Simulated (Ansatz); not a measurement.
# Two runs on HfO₂

System: HfO₂ (12 atoms in the cell).
Method of run A: DFT, PBE, plane waves, PAW, no spin polarisation (Ansatz 0.2.0).

The structure derives from a Materials Project entry. The geometry comes from this level: r2SCAN. Text and figures count atoms from 1; the logs count them from 0 in places.

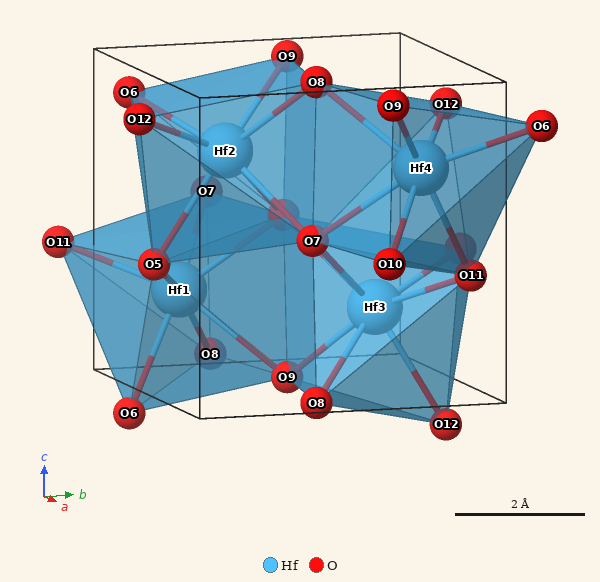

Fig. 1: The structure as given in the input (polyhedral view of the cell of the calculation, seen slightly off an axis; polyhedra are completed across the faces of the cell; atoms are numbered from 1 in the order of the input).

**Input, run A**
```yaml
crystal:
  lattice:
    - [5.2465054079, 0.0, 0.0]
    - [0.0, 5.0303679179, 0.0]
    - [0.0, 0.0, 5.0592999123]
  atoms:
    - { symbol: Hf, position: [0.0325089207, 0.2670180859, 0.2410877185] }
    - { symbol: Hf, position: [0.4674910793, 0.2670180859, 0.7410877185] }
    - { symbol: Hf, position: [0.5325089207, 0.7329819141, 0.2410877185] }
    - { symbol: Hf, position: [0.9674910793, 0.7329819141, 0.7410877185] }
    - { symbol: O, position: [0.3670345752, 0.070013834, 0.3807677166] }
    - { symbol: O, position: [0.1329654248, 0.070013834, 0.8807677166] }
    - { symbol: O, position: [0.7321739057, 0.4610930306, 0.4911445648] }
    - { symbol: O, position: [0.7678260943, 0.4610930306, 0.9911445648] }
    - { symbol: O, position: [0.2678260943, 0.5389069694, 0.9911445648] }
    - { symbol: O, position: [0.2321739057, 0.5389069694, 0.4911445648] }
    - { symbol: O, position: [0.8670345752, 0.929986166, 0.3807677166] }
    - { symbol: O, position: [0.6329654248, 0.929986166, 0.8807677166] }
kpoints:
  mp_grid: { grid: [6, 6, 6] }
  band_path:
    path:
      - [0.0, 0.0, 0.0]
      - [0.5, 0.0, 0.0]
      - [0.5, 0.5, 0.0]
      - [0.0, 0.5, 0.0]
      - [0.0, 0.0, 0.5]
      - [0.5, 0.0, 0.5]
      - [0.5, 0.5, 0.5]
      - [0.0, 0.5, 0.5]
      - [0.3333333333, -0.5, 0.3333333333]
      - [0.1, 0.5, 0.0]
    npoints: 1
hamiltonian:
  xc: pbe
scf:
  occupations: { method: fixed }
  n_extra_bands: 7
output:
  forces: true
  stress: true
  eigenvalues: true
```

Command:
```bash
ansatz run input.yaml --threads 2 --pin off --max-ram 3686MiB --backend cpu --events-out ev --progress --plain --runs-dir out
```

Hardware: 2 threads of Arm Neoverse V1, 24 GiB of memory available, shared host.

**Output, shortened to warnings, some set-up lines, iterations and results (run A)**
```
Basis set: ecut = 420 eV, 2597 PW (Γ), exchange–correlation on 72×72×72 points (8 copies of the dense FFT grid, shifted against one another)
Symmetry: 4 space group operations
k-points: 64 of 216 (time reversal used)
Initial density: superposition of atomic densities (neutral atoms: chi_scale 0, normalization atom), corrected by the library's trained network
[...]
SCF iter   1: F=—  HF=-67446.340866 eV  |F-HF|=—  |Δ(HF+E_count)|=         —  Δρ=3.51e-3  dr2=1.21e-2  ethr=1.77e-3  ⟨swp⟩=4.1  Hψ=15606  notcnv=0  defer=200
SCF iter   2: F=—  HF=-67446.340821 eV  |F-HF|=—  |Δ(HF+E_count)|=   4.55e-5  Δρ=1.64e-3  dr2=1.50e-3  ethr=7.96e-6  ⟨swp⟩=2.0  Hψ=10500  notcnv=0  defer=316
SCF iter   3: F=—  HF=-67446.341391 eV  |F-HF|=—  |Δ(HF+E_count)|=   5.70e-4  Δρ=7.62e-4  dr2=4.91e-4  ethr=9.85e-7  ⟨swp⟩=2.0  Hψ=6785  notcnv=0  defer=316
SCF iter   4: F=—  HF=-67446.341623 eV  |F-HF|=—  |Δ(HF+E_count)|=   2.33e-4  Δρ=1.41e-4  dr2=3.20e-5  ethr=3.23e-7  ⟨swp⟩=2.0  Hψ=9298  notcnv=0  defer=316
SCF iter   5: F=—  HF=-67446.341821 eV  |F-HF|=—  |Δ(HF+E_count)|=   1.98e-4  Δρ=8.76e-5  dr2=8.67e-6  ethr=2.11e-8  ⟨swp⟩=2.0  Hψ=10025  notcnv=0  defer=145
SCF iter   6: F=—  HF=-67446.341818 eV  |F-HF|=—  |Δ(HF+E_count)|=   2.52e-6  Δρ=2.85e-5  dr2=1.17e-6  ethr=5.71e-9  ⟨swp⟩=2.0  Hψ=8915  notcnv=0  defer=145
SCF iter   7: F=-67446.341819 eV  HF=-67446.341819 eV  |F-HF|=7.97e-9  |Δ(HF+E_count)|=   5.13e-7  Δρ=8.15e-6  dr2=8.44e-8  ethr=6.58e-11  ⟨swp⟩=9.7  Hψ=27963  notcnv=0
SCF 1 converged in 7 iterations: F = -67446.341819 eV  dr2 = 8.44e-8
NSCF: frozen V_eff on 10 k-points
SCF converged after 7 iterations
Free energy (F): -67446.341819 eV
Harris-Foulkes:  -67446.341819 eV  (|F-HF|=7.97e-9)
Internal energy: -67446.341819 eV  (E = F + TS)
E sigma→0 (E₀):  -67446.341819 eV
Fermi energy:    14.945181 eV
--- Per-component energies (eV) ---
  E_band       = 128.182574
  E_kinetic    = 3092.218767
  E_local      = -23535.018308  (includes V_loc(G=0)·N_el)
  E_nonlocal   = -4587.324181
  E_hartree    = 10783.121911
  E_xc         = -1792.383526
  E_vxc        = -1820.895684  (∫ρ·V_xc dr)
  E_paw        = -28974.459700  (= ΣΔE_a)
  E_vpaw       = 5412.936814  (= ΣTr[D̂ρ^β])
  E_aug_tail   = 0.019815  (compensation charges beyond the density's cutoff)
  E_ewald      = -22432.516597
  E_smearing   = -0.000000  (= −TS)
  E_closure    = -0.000000  (closes the sum)
  Σ components = -67446.341819   (vs F -67446.341819, Δ=0.00e0)
--- Forces (eV/Å), atoms counted from 1 ---
  atom   1  Hf    -0.01133413     0.01596946     0.04009572
  atom   2  Hf     0.01133413     0.01596946     0.04009572
  atom   3  Hf    -0.01133413    -0.01596946     0.04009572
  atom   4  Hf     0.01133413    -0.01596946     0.04009572
  atom   5  O      0.00708267     0.02476605    -0.00317740
  atom   6  O     -0.00708267     0.02476605    -0.00317740
  atom   7  O      0.02532623    -0.04543997    -0.03690086
  atom   8  O     -0.02532623    -0.04543997    -0.03690086
  atom   9  O     -0.02532623     0.04543997    -0.03690086
  atom  10  O      0.02532623     0.04543997    -0.03690086
  atom  11  O      0.00708267    -0.02476605    -0.00317740
  atom  12  O     -0.00708267    -0.02476605    -0.00317740
  max |Σ_I F_I| component: 6.98e-5 eV/Å
--- Stress (GPa, compression-positive) ---
        5.820696       0.000000       0.000000
        0.000000       5.888089       0.000000
        0.000000       0.000000       5.617437
  P = ⅓ Tr σ = 5.7754 GPa (57.754 kbar)
```

The input of run B differs as follows (lines with − go, lines with + come):
```diff
-  xc: pbe
+  xc: r2scan
```

Predict how the results change.

The total energies belong to different methods, so their difference says nothing on which is more stable or more accurate. The gap on the mesh goes from 4.44 to 4.96 eV. The pressure goes from 5.78 to 0.02 GPa. The largest force goes from 0.064 to 0.002 eV/Å. The functional changes from PBE to r2SCAN. The SCF takes 8 iterations against 7. The default cutoff goes from 420 to 500 eV with the change. The plane waves at Γ go from 2597 to 3383. On the same kind of shared host run B took about 2 times as long.

**Output, shortened to warnings, some set-up lines, iterations and results (run B)**
```
Basis set: ecut = 500 eV, 3383 PW (Γ), exchange–correlation on 160×160×160 points (64 copies of the dense FFT grid, shifted against one another)
Symmetry: 4 space group operations
k-points: 64 of 216 (time reversal used)
Initial density: superposition of atomic densities (neutral atoms: chi_scale 0, normalization atom), corrected by the library's trained network
[...]
SCF iter   1: F=—  HF=-67505.291355 eV  |F-HF|=—  |Δ(HF+E_count)|=         —  Δρ=1.12e-2  dr2=1.44e-1  dr2_τ=8.41e-1  ethr=1.77e-3  ⟨swp⟩=4.8  Hψ=15951  notcnv=0  defer=245
SCF iter   2: F=—  HF=-67505.492251 eV  |F-HF|=—  |Δ(HF+E_count)|=   2.01e-1  Δρ=5.88e-3  dr2=3.62e-2  dr2_τ=5.53e-3  ethr=9.51e-5  ⟨swp⟩=2.0  Hψ=11542  notcnv=0  defer=298
SCF iter   3: F=—  HF=-67505.489043 eV  |F-HF|=—  |Δ(HF+E_count)|=   3.21e-3  Δρ=3.59e-3  dr2=7.83e-3  dr2_τ=1.71e-3  ethr=2.38e-5  ⟨swp⟩=2.0  Hψ=8629  notcnv=0  defer=316
SCF iter   4: F=—  HF=-67505.489093 eV  |F-HF|=—  |Δ(HF+E_count)|=   5.06e-5  Δρ=9.31e-4  dr2=9.28e-4  dr2_τ=1.57e-4  ethr=5.15e-6  ⟨swp⟩=2.0  Hψ=8629  notcnv=0  defer=316
SCF iter   5: F=—  HF=-67505.489122 eV  |F-HF|=—  |Δ(HF+E_count)|=   2.86e-5  Δρ=2.29e-4  dr2=3.88e-5  dr2_τ=7.96e-6  ethr=6.11e-7  ⟨swp⟩=2.0  Hψ=9908  notcnv=0  defer=316
SCF iter   6: F=—  HF=-67505.489104 eV  |F-HF|=—  |Δ(HF+E_count)|=   1.81e-5  Δρ=8.94e-5  dr2=9.96e-6  dr2_τ=1.62e-6  ethr=2.55e-8  ⟨swp⟩=2.0  Hψ=9011  notcnv=0  defer=143
SCF iter   7: F=—  HF=-67505.489105 eV  |F-HF|=—  |Δ(HF+E_count)|=   6.83e-7  Δρ=1.97e-5  dr2=3.72e-7  dr2_τ=5.22e-8  ethr=6.55e-9  ⟨swp⟩=2.0  Hψ=9009  notcnv=0  defer=143
SCF iter   8: F=-67505.489105 eV  HF=-67505.489105 eV  |F-HF|=1.90e-8  |Δ(HF+E_count)|=   1.81e-7  Δρ=6.42e-6  dr2=5.56e-8  dr2_τ=4.67e-9  ethr=6.58e-11  ⟨swp⟩=10.0  Hψ=23960 …
SCF 1 converged in 8 iterations: F = -67505.489105 eV  dr2 = 5.56e-8
NSCF: frozen V_eff on 10 k-points
SCF converged after 8 iterations
Free energy (F): -67505.489105 eV
Harris-Foulkes:  -67505.489105 eV  (|F-HF|=1.90e-8)
Internal energy: -67505.489105 eV  (E = F + TS)
E sigma→0 (E₀):  -67505.489105 eV
Fermi energy:    14.554763 eV
--- Per-component energies (eV) ---
  E_band       = 13.682170
  E_kinetic    = 3100.037334
  E_local      = -23543.640226  (includes V_loc(G=0)·N_el)
  E_nonlocal   = -4609.011866
  E_hartree    = 10789.954967
  E_xc         = -1724.187056
  E_vxc        = -2021.513920  (∫ρ·V_xc dr)
  E_paw        = -29087.164589  (= ΣΔE_a)
  E_vpaw       = 5397.192546  (= ΣTr[D̂ρ^β])
  E_aug_tail   = 0.008368  (compensation charges beyond the density's cutoff)
  E_vtau       = 110.689497  (kinetic-family band-sum trace: ∫τ·v_τ [+ j·A + Jᵃ·Aᵃ] dr)
  E_ewald      = -22432.516597
  E_core_change = 1.030560  (= ΣΔE_core)
  E_smearing   = -0.000000  (= −TS)
  E_closure    = 0.000000  (closes the sum)
  Σ components = -67505.489105   (vs F -67505.489105, Δ=0.00e0)
--- Forces (eV/Å), atoms counted from 1 ---
  atom   1  Hf    -0.00009178     0.00233335    -0.00038678
  atom   2  Hf     0.00009178     0.00233335    -0.00038678
  atom   3  Hf    -0.00009178    -0.00233335    -0.00038678
  atom   4  Hf     0.00009178    -0.00233335    -0.00038678
  atom   5  O     -0.00007317     0.00029755     0.00018220
  atom   6  O      0.00007317     0.00029755     0.00018220
  atom   7  O     -0.00043823    -0.00005880     0.00016530
  atom   8  O      0.00043823    -0.00005880     0.00016530
  atom   9  O      0.00043823     0.00005880     0.00016530
  atom  10  O     -0.00043823     0.00005880     0.00016530
  atom  11  O     -0.00007317    -0.00029755     0.00018220
  atom  12  O      0.00007317    -0.00029755     0.00018220
  max |Σ_I F_I| component: 1.57e-4 eV/Å
--- Stress (GPa, compression-positive) ---
        0.011413       0.000000       0.000000
        0.000000       0.017376       0.000000
        0.000000       0.000000       0.017109
  P = ⅓ Tr σ = 0.0153 GPa (0.153 kbar)
```

**The two runs side by side**

```tsv
quantity	run A	run B
outcome	converged	converged
free energy per atom (eV)	−5620.5285	−5625.4574
gap on the mesh (eV)	4.44	4.96
pressure (GPa)	5.78	0.02
largest force (eV/Å)	0.064	0.002
SCF iterations	7	8
irreducible k-points	64	64
plane waves at Γ	2597	3383
wall time (shared host)	54 s	1.8 min
```

For both runs: Spin–orbit coupling is left out, which matters for Hf. For run A: The cell is under a pressure of 5.8 GPa at this level, so it is not at its equilibrium volume.
